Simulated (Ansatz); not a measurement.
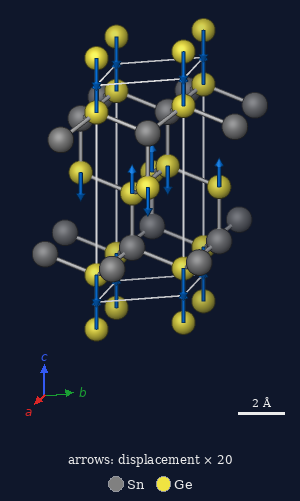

This is a relaxation of solid SnGe2 (a generated structure, set up in P-3m1) (coarse preliminary run). The starting structure is drawn; blue arrows show the displacements (the part carried along by the change of the cell is left out), magnified 20 times.

Style: ball-and-stick. Shown: the cell of the calculation, slightly off an axis.

The calculation used DFT PBE, scalar-relativistic, plane waves, PAW (Ansatz 0.2.0).

Input file:
```yaml
crystal:
  lattice:
    - [3.97545542, 0.0, 0.0]
    - [-1.98772771, 3.44284539, 0.0]
    - [0.0, 0.0, 9.73783728]
  atoms:
    - { symbol: Sn, position: [0.66666667, 0.33333333, 0.20833333] }
    - { symbol: Sn, position: [0.33333333, 0.66666667, 0.79166667] }
    - { symbol: Ge, position: [0.33333333, 0.66666667, 0.54166667] }
    - { symbol: Ge, position: [0.0, 0.0, 0.875] }
    - { symbol: Ge, position: [0.66666667, 0.33333333, 0.45833333] }
    - { symbol: Ge, position: [0.0, 0.0, 0.125] }
basis:
  ecutwfc: 420
kpoints:
  mp_grid: { grid: [6, 6, 2] }
hamiltonian:
  xc: pbe
scf:
  occupations: { method: gaussian, width: 0.1 }
  lower_state_search: "off"
output:
  forces: true
  stress: true
  eigenvalues: true
relax:
  adjacent_minimum: "off"
  f_tol: 0.04
  max_steps: 70
  cell: { stress_tol: 0.4 }
```

Command:
```bash
ansatz run input.yaml --threads 1 --pin off --max-ram 2560MiB --backend cpu --events-out ev --progress --plain --runs-dir out
```

Q: Atoms of which element are displaced furthest, and by how much?

A: Germanium: up to 0.074 Å, against 0.001 Å for tin.

Q: What happened in the run?

A: The energy falls by 1.983 eV per cell of the calculation in 4 accepted moves (6 points after the start). Largest force component: 1.6 eV/Å at the start, 0.02 eV/Å at the end. Pressure: 20.61 GPa at the start and 0.02 GPa at the end. The SCF was repeated twice at an unchanged geometry on a basis and grid sized afresh for the cell, which shifted the energy by 19.6 meV per cell of the calculation at most. The largest moves relative to the cell, 0.074 Å, are those of Ge4 and Ge6. Ge6 goes along −c. By element the largest moves are Ge 0.074 Å, Sn 0.001 Å. The drawn cell changes as follows: a = b 3.975 → 4.298 Å (+8.1 %), c 9.738 → 10.532 Å (+8.2 %); the volume changes by +26.4 %. Near-neighbour distances that change, for instance: Sn1–Ge5 2.434 → 2.698 Å, Sn1–Ge6 2.434 → 2.658 Å, Ge3–Ge5 2.434 → 2.591 Å, Ge4–Ge6 2.434 → 2.485 Å. Bond angles that change, for instance: Sn2–Ge3–Ge5 109.5° → 106.7°, Ge5–Ge3–Ge5 109.5° → 112.1°. The space group stays P-3m1 (No. 164). The run took 32 s on 1 thread of Intel(R) Xeon(R) Platinum 8488C (Sapphire Rapids), on a shared host, peak memory 0.53 GiB.
